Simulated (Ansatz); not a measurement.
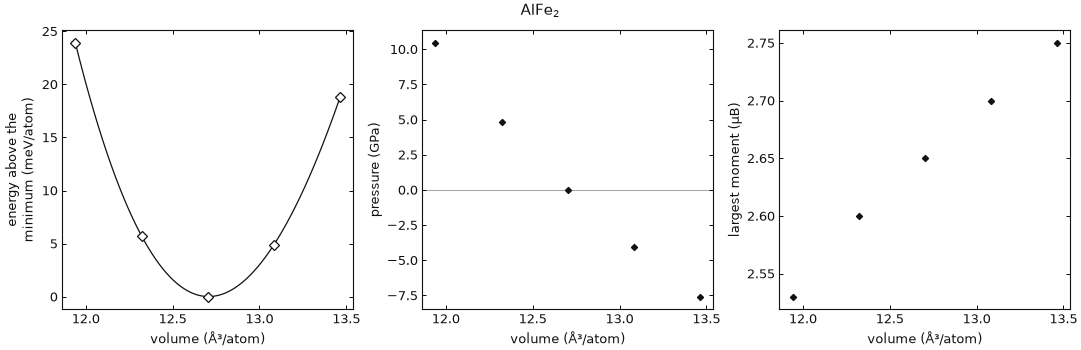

Plotted: energy above the minimum, pressure and largest moment against volume for AlFe₂, space group P6/mmm (No. 191).

Structure:
```xyz
3
Lattice="4.1650 0.0000 0.0000 -2.0825 3.6070 0.0000 0.0000 0.0000 2.5364" Properties=species:S:1:pos:R:3 pbc="T T T"
Al    0.0000    0.0000    0.0000
Fe    0.0000    2.4047    1.2682
Fe    2.0825    1.2023    1.2682
```

Calculation (Ansatz 0.2.0): third-order Birch-Murnaghan fit to density functional energies at scaled volumes of the given relaxed cell, shape and atoms relaxed at each volume; energies count from the fitted minimum; plane waves with PAW datasets, Γ-centred k mesh. Level: r2SCAN, collinear spin. The state reached is ferromagnetic.

- wave cutoff: 500 eV
- k mesh: 12×12×16
- occupations: Gaussian
- smearing width: 0.1 eV

> Give the fitted equation-of-state parameters.

A third-order Birch–Murnaghan fit gives V0 = 12.71 Å³/atom, B0 = 148 GPa and B′ = 4.4.

> Read off the course of the pressure.

It falls from 10.45 GPa at volume 11.940 Å³/atom to −7.59 GPa at 13.464 Å³/atom, and changes sign near 12.70 Å³/atom.

Keep in mind: state may not be the lowest.

The computed values:

| volume (Å³/atom) | energy above the minimum (meV/atom) | pressure (GPa) | largest moment (μB) |
| --- | --- | --- | --- |
| 11.940 | 23.9 | 10.45 | 2.53 |
| 12.321 | 5.7 | 4.86 | 2.60 |
| 12.702 | 0.0 | 0.01 | 2.65 |
| 13.083 | 4.9 | −4.06 | 2.70 |
| 13.464 | 18.8 | −7.59 | 2.75 |
